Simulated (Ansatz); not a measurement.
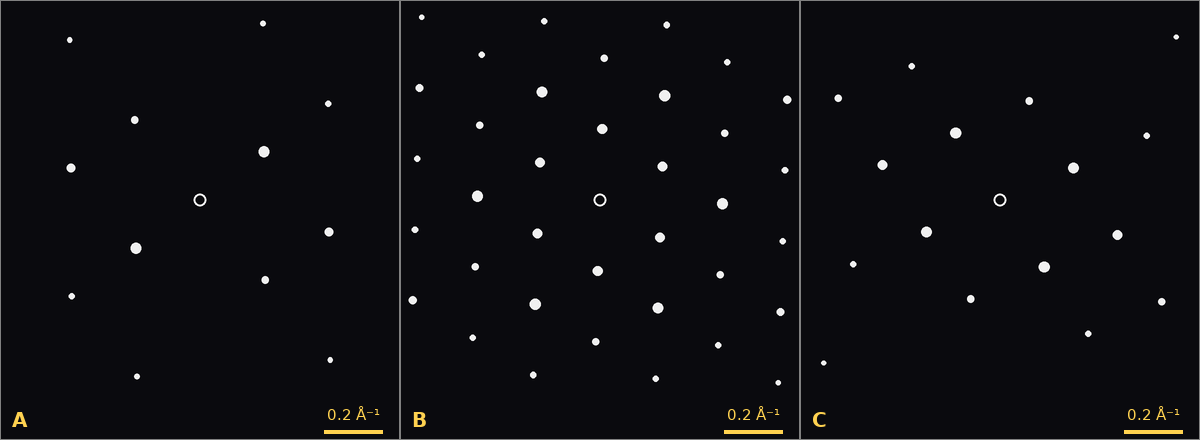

Simulated selected-area electron diffraction patterns (120 kV, kinematic approximation, thin crystal, B = 0.5 Å² for all atoms).

All three come from K, space group P6_3/mmc (No. 194), a = 4.659 Å, c = 7.610 Å (hexagonal axes). Structure: coordinates from a relaxation at fixed volume with Ansatz, DFT r2SCAN, scalar-relativistic, plane waves, PAW; the starting structure was generated, so it need not be a known form of this composition.

Assign the zone axes [001], [211], [311] to A, B and C.

A is [311]: oblique net of 0 -1 1 at d = 3.56 Å and -1 1 2 at d = 2.77 Å, at 87.8°. B is [001]: hexagonal net of 1 -1 0 at d = 4.03 Å and 1 0 0 at d = 4.03 Å, at 60.0°. C is [211]: centred rectangular net of 0 1 -1 at d = 3.56 Å and -1 1 1 at d = 3.56 Å, at 80.2°.
